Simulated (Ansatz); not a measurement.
Consider Ti (slab).

Input

```
crystal:
  lattice:
    - [2.9004352002, 0.0, 0.0]
    - [0.0, 4.5909904468, 0.0]
    - [0.0, 0.0, 26.7219693051]
  atoms:
    - { symbol: Ti, position: [0.0, 0.25, 0.2806679371] }
    - { symbol: Ti, position: [0.0, 0.75, 0.3433342408] }
    - { symbol: Ti, position: [0.5, 0.25, 0.3746673926] }
    - { symbol: Ti, position: [0.5, 0.75, 0.4373336963] }
    - { symbol: Ti, position: [0.0, 0.25, 0.4686668482] }
    - { symbol: Ti, position: [0.0, 0.75, 0.5313331518] }
    - { symbol: Ti, position: [0.5, 0.25, 0.5626663037] }
    - { symbol: Ti, position: [0.5, 0.75, 0.6253326074] }
    - { symbol: Ti, position: [0.0, 0.25, 0.6566657592] }
    - { symbol: Ti, position: [0.0, 0.75, 0.7193320629] }
basis:
  ecutwfc: 420
kpoints:
  mp_grid: { grid: [12, 8, 1] }
hamiltonian:
  xc: pbesol
scf:
  occupations: { method: gaussian, width: 0.1 }
output:
  forces: true
  stress: true
  eigenvalues: true
  write_density: true
  write_potential: true
  elf: true
  volumetric_format: npy
efield:
  axis: 3
  dipole_correction: true
  ramp_width: 0.04
```

Run with:

```sh
ansatz run input.yaml --threads 1 --pin off --max-ram 2560MiB --backend cpu --events-out ev --progress --plain --runs-dir out
```

Not relaxed (largest force 1.2 eV/Å); computed without spin polarisation.

Method: DFT PBEsol, scalar-relativistic, plane waves, PAW in Ansatz 0.2.0.

Q: What will maps of the valence pseudo-density and electron localisation function show?

A: Ti–Ti (2.90 Å): the density is about 0.2 e/Å³ at the midpoint; the ELF is about 0.25 at the midpoint; no localised pair shows between them.

Q: Does the calculation give a band gap?

A: It is gapless in this calculation (a metal or semimetal).

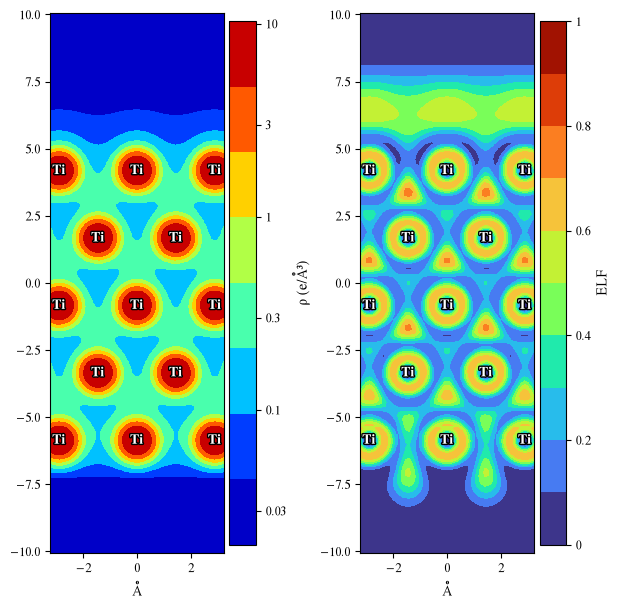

Computed valence pseudo-density and electron localisation function on the (010) plane of the calculation cell, a cut from vacuum to vacuum, in this order. 

The density is the valence pseudo-density of a PAW calculation; it isn't the true density close to the nuclei.
